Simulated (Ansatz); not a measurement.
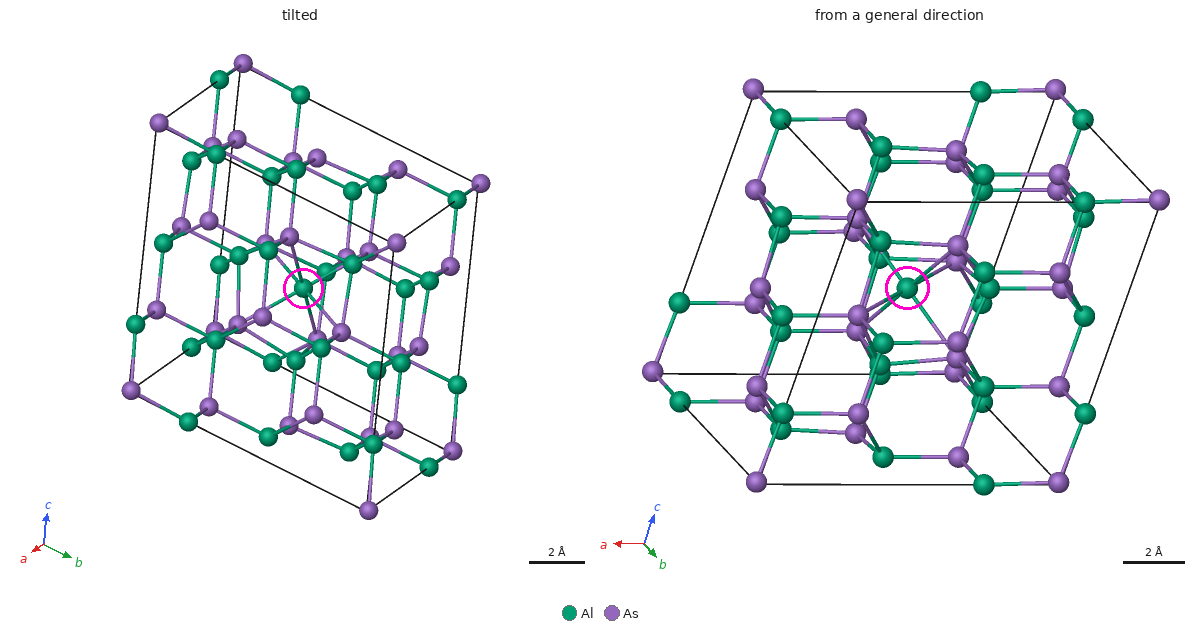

Structure drawing (ball-and-stick), viewed slightly off an axis and from a general direction. Lines trace the edges of the supercell. The host is AlAs, in a cell of 32 sites, and the cell carries a charge of +2. A ring marks the defect's site.

> What imperfection does the supercell contain?

An interstitial aluminium atom. It is bonded to six As in an octahedral arrangement at about 2.8 Å. Not all metal-metal contacts are counted.

Level of theory and settings: DFT PBE, scalar-relativistic, plane waves, PAW (Ansatz), plane waves up to 420 eV, a 2×2×2 mesh of k-points, Gaussian smearing of 0.01 eV, collinear spins.

> Is the defect magnetic?

Yes, 0.5 μB in the cell.

The atoms were relaxed in the host's cell with Ansatz 0.2.0, DFT PBE, scalar-relativistic, plane waves, PAW.
